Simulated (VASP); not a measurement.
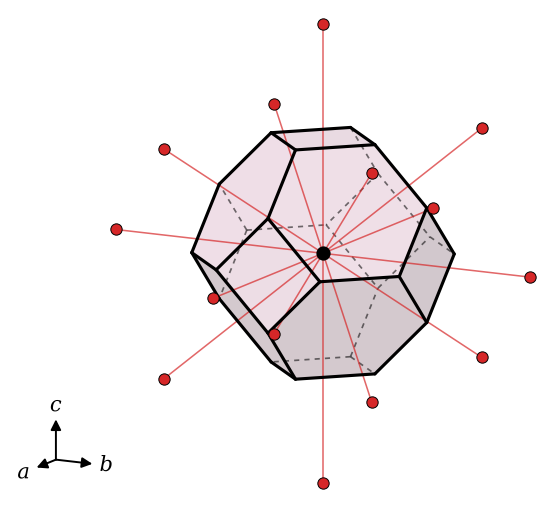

Crystal: Si, a cell listed in the Materials Project, as set up for an electronic-structure calculation. The Wigner–Seitz cell of the crystal's lattice, with lines to the lattice points that define its faces. All values are computed from the atomic coordinates in the standard setting (tolerance 0.002 Å).

a = 6.672 Å, b = 6.672 Å, c = 6.672 Å, α = 90.00°, β = 90.00°, γ = 90.00°; lattice centring I.

Q: Describe the polyhedron.

A: A truncated octahedron: 14 faces (6 with 4 edges, 8 with 6 edges), 36 edges, 24 vertices. Its volume is that of the primitive cell, 148.5 Å³.

Q: Which lattice vectors do the faces bisect?

A:
| example | length (Å) | faces | edges of each | area (Å²) |
| --- | --- | --- | --- | --- |
| 1/2 a + 1/2 b + 1/2 c | 5.78 | 8 | 6 | 14.5 |
| a | 6.67 | 6 | 4 | 5.6 |
